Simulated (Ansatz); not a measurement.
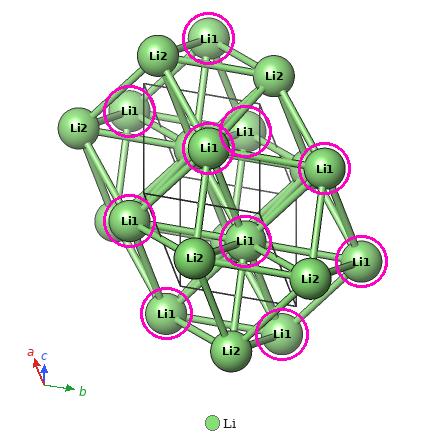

The system is Li (P6_3/mmc, No. 194; 2 atoms in the cell); the picture shows the reference structure. Atom Li1 is moved over a plane while all other atoms and the cell stay fixed (its periodic images move with it) (x along [1 0 0], y along [1 2 0], z along [0 0 1] of the conventional cell). Coordinates scanned: (1) shift of Li1 along y; (2) shift of Li1 along z. The grid has 5 × 5 points; 15 points were computed and 10 follow by symmetry. Points are written as (first, second). Energies: meV per cell, counted from the lowest grid point. The reference cell is the one listed in the database, not relaxed at this level. Computed with DFT r2SCAN, scalar-relativistic, plane waves, PAW in Ansatz. Settings: cutoff 500 eV, k-mesh 18×18×10 in the order of the run's cell vectors, gaussian smearing 0.15 eV, no spin polarisation.

Its coordinates:

```
CELL_PARAMETERS angstrom
3.11100 0.00000 0.00000
-1.55550 2.69421 0.00000
0.00000 0.00000 5.09300
ATOMIC_POSITIONS crystal
Li 0.33333 0.66667 0.25000
Li 0.66667 0.33333 0.75000
```

Range: shift of Li1 along y from −0.2 to 0.2 Å; shift of Li1 along z from −0.2 to 0.2 Å.

### Predict the map.

The lowest grid point is at (0.0 Å, 0.0 Å). No other kind of well shows on this grid. The highest grid point, (0.2 Å, −0.2 Å), lies 29.8 meV above the lowest. Near the minimum the curvatures are about 0.19 and 1.2 eV/Å² along the soft and the stiff direction.

| shift of Li1 along z ↓, shift of Li1 along y → | −0.2 | −0.1 | 0.0 | 0.1 | 0.2 |
| --- | --- | --- | --- | --- | --- |
| 0.2 | 28.7 | 26.2 | 25.2 | 26.3 | 29.8 |
| 0.1 | 9.5 | 7.1 | 6.3 | 7.3 | 10.5 |
| 0.0 | 3.2 | 0.9 | 0.0 | 1.0 | 4.1 |
| −0.1 | 9.5 | 7.1 | 6.3 | 7.3 | 10.5 |
| −0.2 | 28.7 | 26.2 | 25.2 | 26.3 | 29.8 |

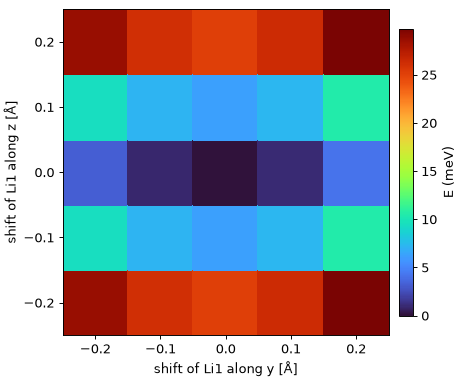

Drawn: one coloured cell a grid point.
